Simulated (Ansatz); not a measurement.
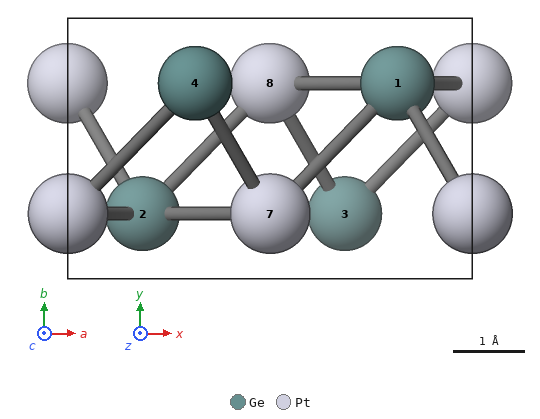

Energy scan for solid GePt (Pnma), in which the cell is strained along x and oppositely along y, with the atoms kept at their fractional coordinates. x, y and z are the Cartesian axes of the input. The picture shows the reference cell. A ball-and-stick model of the cell of the calculation, seen along the c axis.

These are results of DFT PBEsol, scalar-relativistic, plane waves, PAW in Ansatz, not measurements. Settings: plane-wave cutoff 420 eV; k-point mesh 8 × 10 × 8; occupations gaussian; smearing width 0.15 eV; no spin polarisation. Energies (free energies at the smearing named) are counted from the relaxed crystal.

The input:
```yaml
crystal:
  lattice:
    - [5.7406004132, 0.0, 0.0]
    - [0.0, 3.7003359809, 0.0]
    - [0.0, 0.0, 6.0924387782]
  atoms:
    - { symbol: Ge, position: [0.8151594244, 0.75, 0.5880228802] }
    - { symbol: Ge, position: [0.1848405756, 0.25, 0.4119771198] }
    - { symbol: Ge, position: [0.6848405756, 0.25, 0.0880228802] }
    - { symbol: Ge, position: [0.3151594244, 0.75, 0.9119771198] }
    - { symbol: Pt, position: [0.9992434681, 0.75, 0.1911593673] }
    - { symbol: Pt, position: [0.0007565319, 0.25, 0.8088406327] }
    - { symbol: Pt, position: [0.5007565319, 0.25, 0.6911593673] }
    - { symbol: Pt, position: [0.4992434681, 0.75, 0.3088406327] }
basis:
  ecutwfc: 420
kpoints:
  mp_grid: { grid: [8, 10, 8] }
hamiltonian:
  xc: pbesol
scf:
  occupations: { method: gaussian, width: 0.15 }
output:
  forces: true
  stress: true
  eigenvalues: true
  write_density: true
  write_potential: true
  elf: true
  volumetric_format: npy
```

Launched with:
```bash
ansatz run input.yaml --threads 2 --pin off --max-ram 5120MiB --backend cpu --events-out ev --progress --plain --runs-dir out
```

Question: Give the energy at each point (the strain: −0.1500, −0.1125, −0.0750, 0.0000, 0.0375, 0.0750, 0.1125, 0.1500).

Answer:
| strain | E − E(ref) (meV/atom) |
| --- | --- |
| −0.1500 | 347 |
| −0.1125 | 174 |
| −0.0750 | 74 |
| 0.0000 | 0 |
| 0.0375 | 15 |
| 0.0750 | 52 |
| 0.1125 | 101 |
| 0.1500 | 162 |

Of the computed points the lowest is at the strain 0.00, 0 meV/atom. The distortion keeps the space group Pnma. At the strain −0.15 the cell of the drawing goes a 5.741 → 4.880 Å, b 3.700 → 4.255 Å.

As a plot:

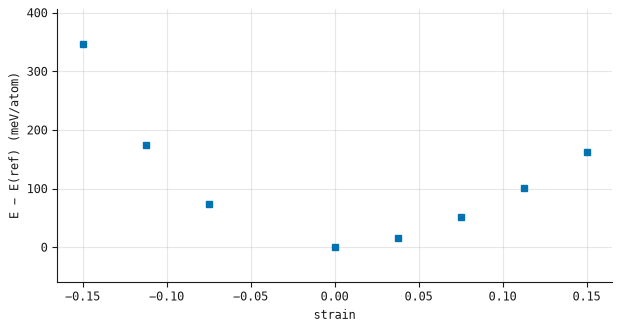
